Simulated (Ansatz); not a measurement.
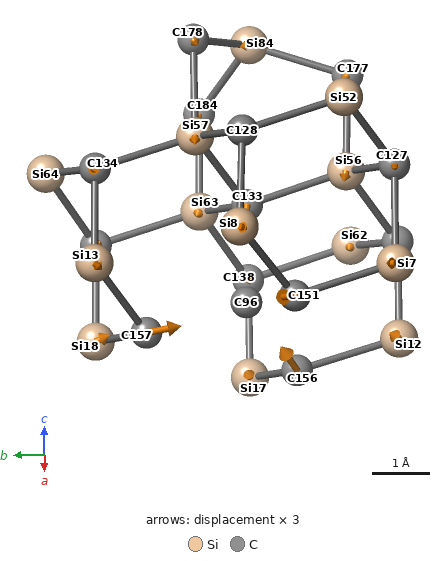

This is a relaxation of a defect cell of composition Si₉₅C₉₇ (cell charge +1). The starting structure is drawn; orange arrows show the displacements, magnified 3 times.

Style: ball-and-stick. Shown: the atoms within 4.2 Å of the atom that moves most (axes of the cell of the calculation (origin shifted)), from a free direction.

These are results of DFT, PBEsol, PAW, plane waves in Ansatz, not measurements. (plane-wave cutoff 420 eV; k-point mesh 1 × 1 × 1; mesh shifted by (0.25, 0.25, 0.25); collinear spin; atoms relaxed in a fixed cell; force threshold 0.03 eV/Å; at most 80 steps)

Atoms of which element are displaced furthest, and by how much?

Answer. Carbon: up to 0.24 Å, against 0.10 Å for silicon.

Describe the change and its energy.

Answer. The energy falls by 4.383 eV per cell of the calculation in 4 geometry steps. The largest force component goes from 2.8 to 0.027 eV/Å. The largest move is that of a C atom, 0.24 Å along −c. By element the largest moves are C 0.24 Å, Si 0.10 Å. The lattice vectors keep their values. Near-neighbour distances that change, for instance: C–C 1.905 → 1.657 Å, C–C 1.873 → 1.652 Å, C–Si 1.950 → 1.883 Å, C–Si 1.866 → 1.931 Å. Bond angles that change, for instance: C–Si–C 108.8° → 114.9°, Si–C–Si 109.6° → 103.8°, Si–C–Si 108.9° → 103.7°. The program noted that the starting moments weren't kept.

Limits of the set-up: the cell is charged, on a uniform background, and energies carry no finite-size correction.
